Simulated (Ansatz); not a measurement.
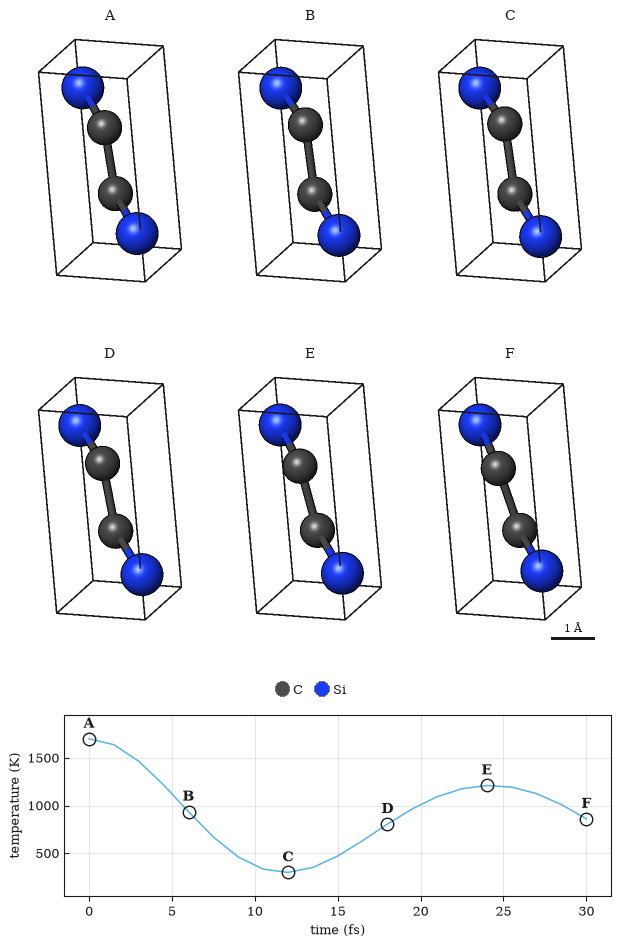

A Born-Oppenheimer molecular dynamics run of a 4-atom cell of SiC, 30 fs long. Frames (A at 0 fs, B at 6 fs, C at 12 fs, D at 18 fs, E at 24 fs, F at 30 fs) and the history of the run. A ball-and-stick model of the reduced simulation cell, seen slightly off an axis. Bonds to atoms that aren't drawn are left out. Lengths and directions refer to the drawn axes.

All numbers below come from DFT, r2SCAN, plane waves, PAW (Ansatz 0.2.0). Run with plane-wave cutoff 500 eV; k-point mesh 6 × 6 × 6; Fermi-Dirac smearing 0.146 eV; constant energy (NVE); velocities drawn for 1700 K; time step 1.5 fs.

The input:
```yaml
crystal:
  lattice:
    - [1.5415877827, 0.8900361213, 5.3212273245]
    - [-1.5415877827, 0.8900361213, 5.3212273245]
    - [0.0, -1.7800722426, 5.3212273245]
  atoms:
    - { symbol: C, position: [0.449191069, 0.449191069, 0.449191069] }
    - { symbol: Si, position: [0.9254740595, 0.9254740595, 0.9254740595] }
    - { symbol: Si, position: [0.0745259405, 0.0745259405, 0.0745259405] }
    - { symbol: C, position: [0.550808931, 0.550808931, 0.550808931] }
kpoints:
  mp_grid: { grid: [6, 6, 6] }
hamiltonian:
  xc: r2scan
scf:
  occupations: { method: fermi_dirac, width: 0.146 }
md:
  ensemble: nve
  temperature: 1700
  timestep: 1.5
  n_steps: 20
  initial_velocities: maxwell_boltzmann
  seed: 2596
```

Launched with:
```bash
ansatz run input.yaml --threads 4 --pin off --max-ram 3686MiB --backend cpu --events-out ev --progress --plain --runs-dir out
```

> Describe the run.

The mean temperature in the second half is 958 K (standard deviation 232 K). The first frame carries almost no forces, so kinetic energy first flows into potential energy: the temperature drops from 1700 to 298 K within 12 fs, and without a thermostat its mean stays below the start. The potential energy in the second half lies on average 72.6 meV per atom above the first frame. In the second half of the run the atoms are, in the root-mean-square, this far from where they began (common drift taken out): Si 0.12 Å, C 0.11 Å. The run lasts only 30 fs, too short to tell vibration from diffusion.
